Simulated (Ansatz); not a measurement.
System: Al$_{3}$Pt$_{5}$.

Input file:

```
crystal:
  lattice:
    - [5.4128720589, 0.0, 0.0]
    - [0.0, 10.7520268533, 0.0]
    - [0.0, 0.0, 3.9558893897]
  atoms:
    - { symbol: Al, position: [0.1859438048, 0.6395646164, 0.5] }
    - { symbol: Al, position: [0.8140561952, 0.3604353836, 0.5] }
    - { symbol: Al, position: [0.6859438048, 0.8604353836, 0.5] }
    - { symbol: Al, position: [0.3140561952, 0.1395646164, 0.5] }
    - { symbol: Al, position: [0.5, 0.5, 0.0] }
    - { symbol: Al, position: [0.0, 0.0, 0.0] }
    - { symbol: Pt, position: [0.2912269436, 0.39210555, 0.5] }
    - { symbol: Pt, position: [0.7087730564, 0.60789445, 0.5] }
    - { symbol: Pt, position: [0.7912269436, 0.10789445, 0.5] }
    - { symbol: Pt, position: [0.2087730564, 0.89210555, 0.5] }
    - { symbol: Pt, position: [0.4351742576, 0.7334215685, 0.0] }
    - { symbol: Pt, position: [0.5648257424, 0.2665784315, 0.0] }
    - { symbol: Pt, position: [0.9351742576, 0.7665784315, 0.0] }
    - { symbol: Pt, position: [0.0648257424, 0.2334215685, 0.0] }
    - { symbol: Pt, position: [0.5, 0.0, 0.0] }
    - { symbol: Pt, position: [0.0, 0.5, 0.0] }
basis:
  ecutwfc: 420
kpoints:
  mp_grid: { grid: [8, 4, 10] }
  band_path:
    path:
      - [[0.0, 0.0, 0.0], [0.5, 0.0, 0.0], [0.5, 0.5, 0.0], [0.0, 0.5, 0.0], [0.0, 0.0, 0.0], [0.0, 0.0, 0.5], [0.5, 0.0, 0.5], [0.5, 0.5, 0.5], [0.0, 0.5, 0.5], [0.0, 0.0, 0.5]]
      - [[0.5, 0.0, 0.0], [0.5, 0.0, 0.5]]
      - [[0.0, 0.5, 0.0], [0.0, 0.5, 0.5]]
      - [[0.5, 0.5, 0.0], [0.5, 0.5, 0.5]]
    npoints: 10
hamiltonian:
  xc: pbesol
scf:
  occupations: { method: gaussian, width: 0.1 }
  n_extra_bands: 40
output:
  forces: true
  stress: true
  eigenvalues: true
  populations: true
  dos: { projected: true, de: 0.02, nscf_kmesh: { grid: [12, 6, 15] } }
  bader: false
  write_density: true
  write_potential: true
  elf: true
  volumetric_format: npy
```

Launched as:

```sh
ansatz run input.yaml --threads 8 --pin off --max-ram 22528MiB --backend cpu --events-out ev --progress --plain --runs-dir out
```

Below, planes, directions and counts refer to the conventional cell (a = 5.41 Å, b = 10.75 Å, c = 3.96 Å, α = 90.00°, β = 90.00°, γ = 90.00°).

Space group Pbam; a structure from a database of computed crystals, not necessarily the ambient phase.

All numbers below come from DFT PBEsol, scalar-relativistic, plane waves, PAW in Ansatz 0.2.0.

### What can the converged valence pseudo-density and electron localisation function tell about the bonding?

Al–Pt (2.61 Å): the density is about 0.4 e/Å³ at the midpoint; the ELF is about 0.45 at the midpoint.
Al–Pt (2.72 Å): ρ at the midpoint is about 0.33 e/Å³; the ELF is about 0.40 at the midpoint.

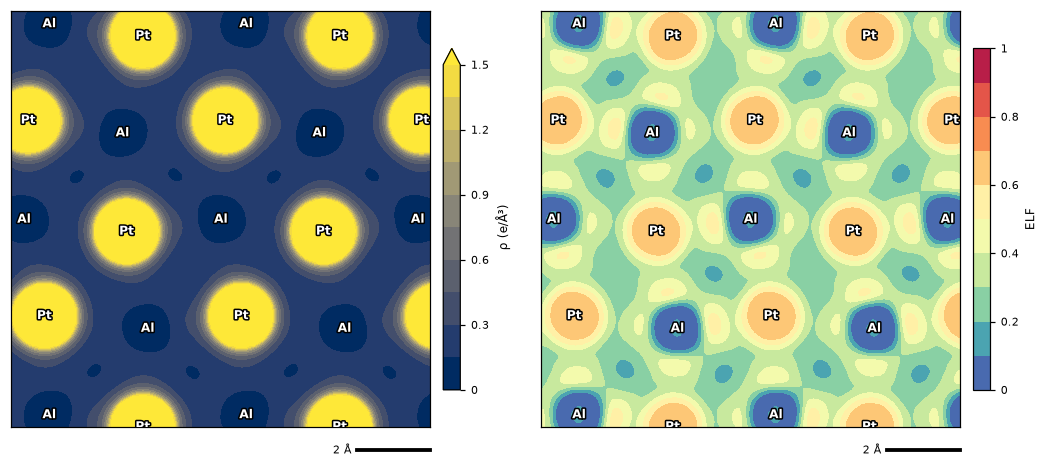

Computed valence pseudo-density and electron localisation function on the (001) plane of the conventional cell, in this order. 

The density is the valence pseudo-density of a PAW calculation; it isn't the true density close to the nuclei.
